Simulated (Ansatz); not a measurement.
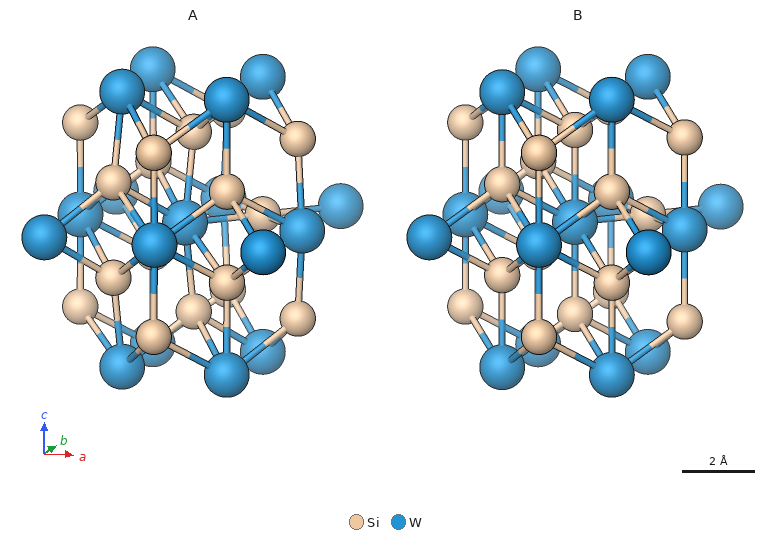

Two geometries of a defect cell of composition Si17W9 (started half-way along a vacancy jump, in the symmetry of that start), drawn at one scale. One is the start of a relaxation, the other its converged end. A ball-and-stick model of the atoms within 5.0 Å of the atom that moves most (axes of the conventional cell (2 times the calculation's cell) (origin shifted)), seen slightly off an axis. Lengths and directions refer to the drawn axes.

Method: Ansatz, DFT PBE, scalar-relativistic, plane waves, PAW. Settings: plane-wave cutoff 420 eV; k-point mesh 4 × 4 × 4; occupations gaussian; smearing width 0.1 eV; no spin polarisation; atoms relaxed in a fixed cell; force threshold 0.02 eV/Å; at most 60 steps.

**Which of the two is the end point?**

Structure A is the relaxed one. The largest moves, 0.16 Å, are those of W atoms. Largest moves by element: W 0.16 Å, Si 0.13 Å. The cell stays as it was. Near-neighbour distances that change, for instance: W–W 3.229 → 3.450 Å, Si–W 2.283 → 2.440 Å, W–W 3.229 → 3.121 Å, Si–W 2.628 → 2.560 Å. Among the angles between lasting bonds that change: W–Si–W 119.7° → 128.3°, W–Si–W 75.8° → 82.0°, W–Si–W 119.7° → 115.2°. The energy falls by 1.377 eV per cell of the calculation in 4 geometry steps. The largest force component goes from 2.5 to 0.0052 eV/Å. The run took 55 s on 4 threads of Intel(R) Xeon(R) Processor @ 2.30GHz (shared host), peak memory 1.5 GiB.

Limits of the set-up: the periodic images lie only 7.9 Å apart, so the values are limited by the cell's size.
